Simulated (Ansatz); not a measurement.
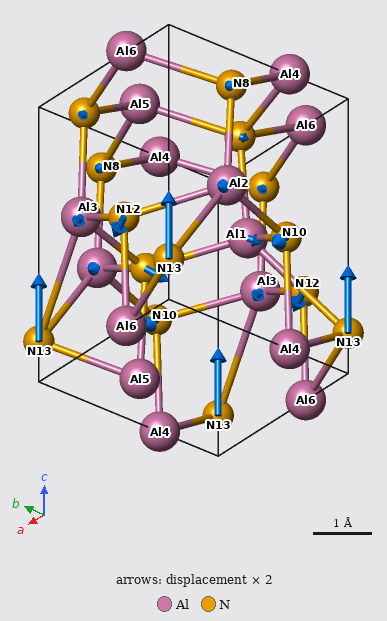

A relaxation of a defect cell of composition Al₆N₇ (cell charge −1). The starting structure is drawn; blue arrows show the displacements, magnified 2 times.

The picture is a ball-and-stick view of the cell of the calculation, reduced to other axes, seen from a free direction. Lengths and directions refer to the drawn axes.

Case: N interstitial, charge -1, atoms relaxed at the host's cell.

Computed with DFT PBE, scalar-relativistic, plane waves, PAW (Ansatz 0.2.0).

The input:
```yaml
crystal:
  lattice:
    - [0.0, 0.0, 5.0180433219]
    - [4.6953126299, -2.7108400108, 0.0]
    - [0.0, 5.4216800216, 0.0]
  atoms:
    - { symbol: Al, position: [0.5028588553, 0.3246413582, 0.3246413582] }
    - { symbol: Al, position: [0.5028588553, 0.0, 0.6753586418] }
    - { symbol: Al, position: [0.5028588553, 0.6753586418, 1.0] }
    - { symbol: Al, position: [1.0015673136, 0.0, 0.3259407078] }
    - { symbol: Al, position: [1.0015673136, 0.6740592922, 0.6740592922] }
    - { symbol: Al, position: [1.0015673136, 0.3259407078, 1.0] }
    - { symbol: "N", position: [0.8732654788, 0.349827038, 0.349827038] }
    - { symbol: "N", position: [0.8732654788, 0.0, 0.650172962] }
    - { symbol: "N", position: [0.8732654788, 0.650172962, 1.0] }
    - { symbol: "N", position: [0.402487299, 0.0, 0.3453292359] }
    - { symbol: "N", position: [0.402487299, 0.6546707641, 0.6546707641] }
    - { symbol: "N", position: [0.402487299, 0.3453292359, 1.0] }
    - { symbol: "N", position: [0.1477964934, 0.0, 0.0] }
  host:
    lattice:
      - [3.1302084199, 0.0, 0.0]
      - [-1.56510421, 2.7108400108, 0.0]
      - [0.0, 0.0, 5.0180433219]
    atoms:
      - { symbol: Al, position: [0.6666666667, 0.3333333333, 0.4992342259] }
      - { symbol: Al, position: [0.3333333333, 0.6666666667, 0.9992342259] }
      - { symbol: "N", position: [0.6666666667, 0.3333333333, 0.8807657741] }
      - { symbol: "N", position: [0.3333333333, 0.6666666667, 0.3807657741] }
total_charge: -1
basis:
  ecutwfc: 420
  xc_grid: 2
kpoints:
  mp_grid: { grid: [2, 2, 2], shift: [0.0, 0.0, 0.0] }
hamiltonian:
  xc: pbe
scf:
  occupations: { method: gaussian, width: 0.01 }
output:
  forces: true
  stress: false
  eigenvalues: true
  charged_corrections:
    defect_position: [0.20833333, 0.0, 0.0]
    epsilon: [[8.2944, 0.0, 0.0], [0.0, 8.2944, 0.0], [0.0, 0.0, 9.8365]]
  write_density: true
  write_potential: true
  elf: true
  volumetric_format: npy
relax:
  adjacent_minimum: "off"
  f_tol: 0.025
  max_steps: 45
```

Launched with:
```bash
ansatz run input.yaml --threads 4 --pin off --max-ram 8192MiB --backend cpu --events-out ev --progress --plain --runs-dir out
```

### What did the optimiser do to the structure, and how much energy did it gain?

The atom that moves furthest is N13 (0.62 Å along +c). By element the largest moves are N 0.62 Å, Al 0.14 Å. The cell doesn't change. Among the contacts that change: Al1–N13 2.504 → 1.966 Å, Al4–N13 1.913 → 2.224 Å, Al4–N10 2.015 → 1.905 Å, Al1–N10 1.887 → 1.983 Å. Among the angles between lasting bonds that change: Al4–N13–Al5 106.2° → 86.8°, Al2–N11–Al3 107.7° → 90.4°, N7–Al5–N13 177.6° → 162.7°. Over 13 accepted moves (14 points after the start) the energy falls by 0.695 eV per cell of the calculation. The largest force component goes from 1 to 0.0031 eV/Å. 1 step only repeated the SCF at the same geometry.

Limits of the set-up: the k-point mesh is coarse for a cell with partly filled bands; the periodic images lie only 5.0 Å apart, so the values are limited by the cell's size; the cell is charged, on a uniform background, and energies carry no finite-size correction.
